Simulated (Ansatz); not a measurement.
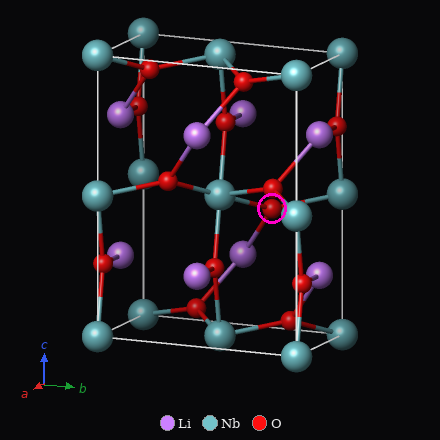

The system is LiNbO₃ (R-3c phase) with one O vacancy (19 atoms in the cell, cell charge +2); the picture shows the reference structure. An atom moved over a plane that holds its own site and a neighbouring vacancy (x along [1 0 0], y along [0 1 1], z along [0 −2 1] of the conventional cell). The first coordinate is: path of O18 from its site (0) to the vacancy (1), 2.820 Å; the second: shift of O18 across the path, along a normal. Nothing is relaxed (all other atoms held at the sites of the perfect crystal). The scan uses an 11 × 9 grid; 76 points were computed and 1 follow by symmetry. At 22 points there is no value (left out of the scan, as a rule where atoms come close). Points are written as (first, second). Energies are in eV per cell, from the lowest grid point. The cell is charged on a uniform background, without a charge correction. Computed with DFT PBE, scalar-relativistic, plane waves, PAW in Ansatz 0.2.0. Settings: cutoff 420 eV, k-mesh 4×4×4, gaussian smearing 0.05 eV, no spin polarisation.

Range: path of O18 from its site (0) to the vacancy (1), 2.820 Å from −0.125 to 1.125; shift of O18 across the path, along a normal from −0.700 to 0.700 Å.

> What landscape does the calculation give?

The lowest grid point is at (0.000, 0.000 Å) [nearest 1 Li at 1.99 Å and 2 Nb at 2.00 Å]; the map holds 2 wells of about this depth. It is the only kind of minimum in the scanned range. The highest grid point, (0.125, −0.525 Å) [nearest 1 Nb at 1.41 Å], lies 6.74 eV above the lowest. On the interpolated surface the easiest way out of the lowest well to the well at about (1.00, −0.05 Å) passes a barrier of about 1.3 eV.

```csv
"second ↓, first →",−0.125,0.000,0.125,0.250,0.375,0.500,0.625,0.750,0.875,1.000,1.125
0.700,–,–,2.92,1.70,2.00,2.46,2.70,2.71,2.34,1.97,3.99
0.525,6.38,3.24,1.21,0.82,1.18,1.53,1.71,1.69,1.42,1.22,3.36
0.350,2.37,1.09,0.33,0.41,0.92,1.25,1.27,1.05,0.74,0.62,2.62
0.175,0.75,0.19,0.06,0.68,1.72,2.28,1.93,1.09,0.41,0.20,1.81
0.000,0.35,0.00,0.38,2.07,4.55,5.84,4.66,2.29,0.59,0.00,1.05
−0.175,0.54,0.25,1.44,5.35,–,–,–,5.45,1.52,0.08,0.48
−0.350,1.01,0.85,3.48,–,–,–,–,–,3.47,0.48,0.20
−0.525,1.64,1.81,6.74,–,–,–,–,–,6.67,1.26,0.25
−0.700,2.39,3.10,–,–,–,–,–,–,–,2.43,0.63
```

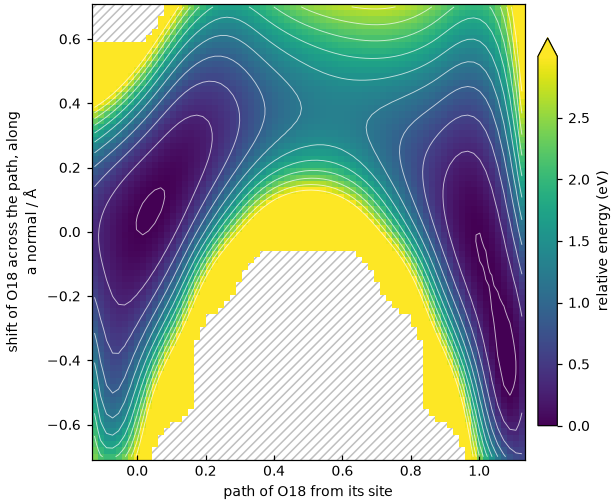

Drawn: a smooth colour map with a few white contour lines, one colour for all values above the top of the scale, hatched blanks where no value was computed. Between grid points the surface is interpolated.

Each point was launched as `ansatz run input.yaml --threads 4 --pin off --max-ram 8192MiB --backend cpu --events-out ev --progress --plain --runs-dir out`. Time for the 76 points that were run: 14 min on 4 threads of Intel(R) Xeon(R) Platinum 8488C (Sapphire Rapids), on a shared host.

PAW datasets: the set soft_1.
